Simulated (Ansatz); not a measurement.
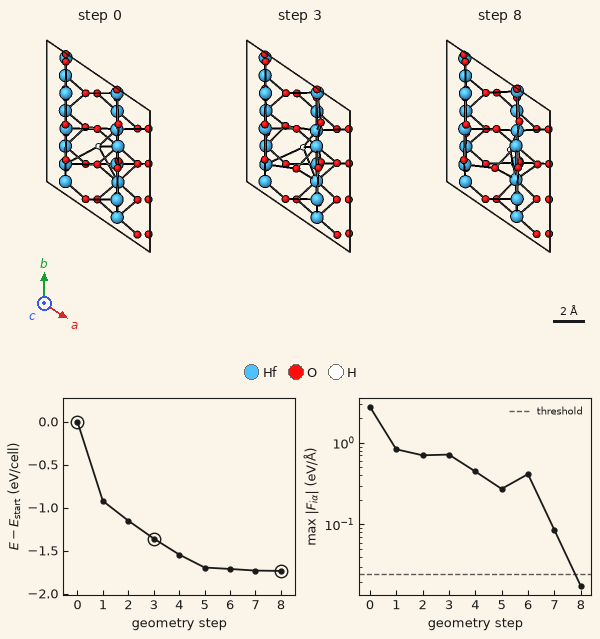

Frames of a relaxation of a defect cell of composition Hf16HO32 (cell charge −1), marked on the history of the run. Style: ball-and-stick. Shown: the cell of the calculation (origin shifted), along the c axis.

Case: H interstitial, charge -1, atoms relaxed at the host's cell.

Level of theory: DFT PBEsol, scalar-relativistic, plane waves, PAW (Ansatz 0.2.0). Set-up: plane-wave cutoff 420 eV; k-point mesh 2 × 2 × 2; occupations gaussian; smearing width 0.01 eV; mesh shifted by (0.5, 0.5, 0.5); no spin polarisation; atoms relaxed in a fixed cell; force threshold 0.025 eV/Å; at most 45 steps.

Q: Describe the path.

A: Over 8 geometry steps the energy falls by 1.736 eV per cell of the calculation. The largest force component goes from 2.8 to 0.018 eV/Å. The atom that moves furthest is the H atom (0.85 Å along [3 1 2]). By element the largest moves are H 0.85 Å, O 0.38 Å, Hf 0.22 Å. The cell stays as it was. Near-neighbour distances that change, for instance: H–Hf 2.708 → 2.013 Å, H–Hf 2.778 → 3.327 Å, Hf–Hf 3.741 → 3.458 Å, Hf–Hf 3.247 → 3.065 Å. Among the angles between lasting bonds that change: Hf–O–Hf 125.9° → 111.1°, Hf–O–Hf 133.0° → 143.1°, Hf–O–Hf 102.8° → 93.5°. From step 0 to 3: an O atom moves most (0.42 Å), energy −1.359 eV per cell of the calculation. From step 3 to 8: the H atom moves most (0.52 Å), energy −0.377 eV per cell of the calculation.

```tsv
step	E − E(0), meV/atom	largest force component, eV/Å
0	0.00	2.7704
1	-18.83	0.8339
2	-23.51	0.7041
3	-27.74	0.7181
4	-31.54	0.4461
5	-34.62	0.2731
6	-34.97	0.4141
7	-35.35	0.0859
8	-35.44	0.0177
```

Limits of the set-up: the cell is charged, on a uniform background, and energies carry no finite-size correction.
